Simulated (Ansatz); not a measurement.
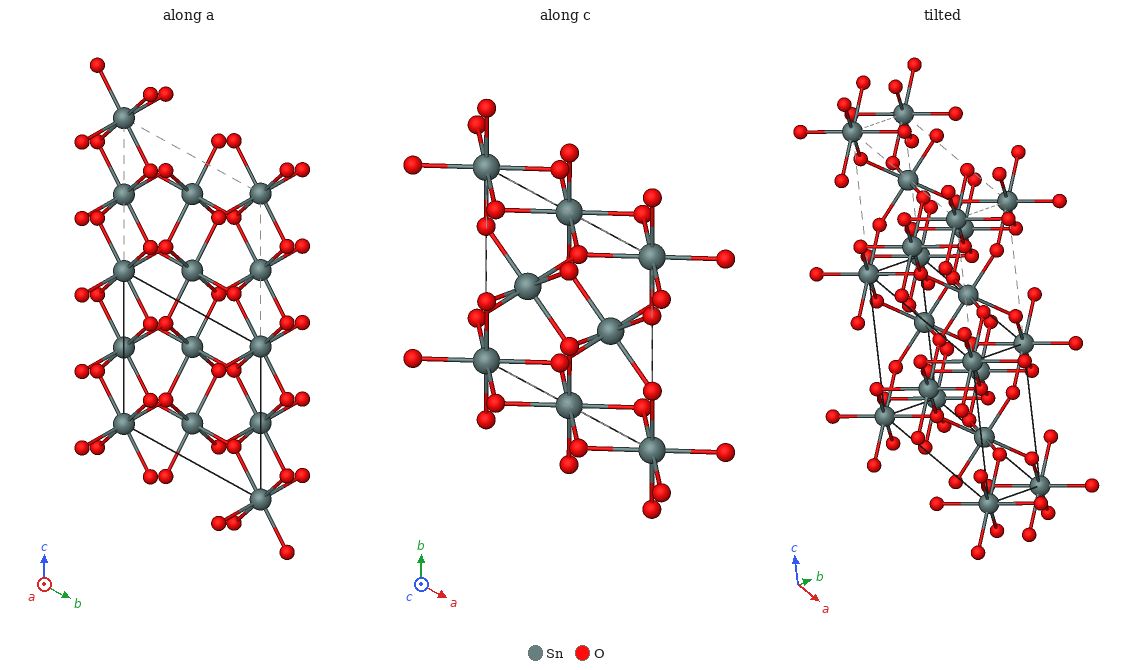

Figure: ball-and-stick view along the a axis, along the c axis and slightly off an axis. The picture spans 1×1×2 cells, one unit cell being drawn with solid lines. Some atoms of the next cells are drawn as well.

- Formula: SnO2.
- Strictly the space group is C2/m (No. 12, within 0.01 Å). It is a distorted form of a primitive tetragonal structure, space group P4_2/mnm (No. 136) within 0.25 Å: rutile.
- With Z = 4, the cell contains 4 Sn, 8 O.
- Around each Sn lie six O in a distorted octahedral arrangement. The O atoms are each bonded to three Sn.
- The bonds build a three-dimensional framework.

The cell started as a structure listed in the Materials Project. It was relaxed with DFT LDA, scalar-relativistic, plane waves, PAW in Ansatz under a constraint or pressure on the cell, so some stress remains.
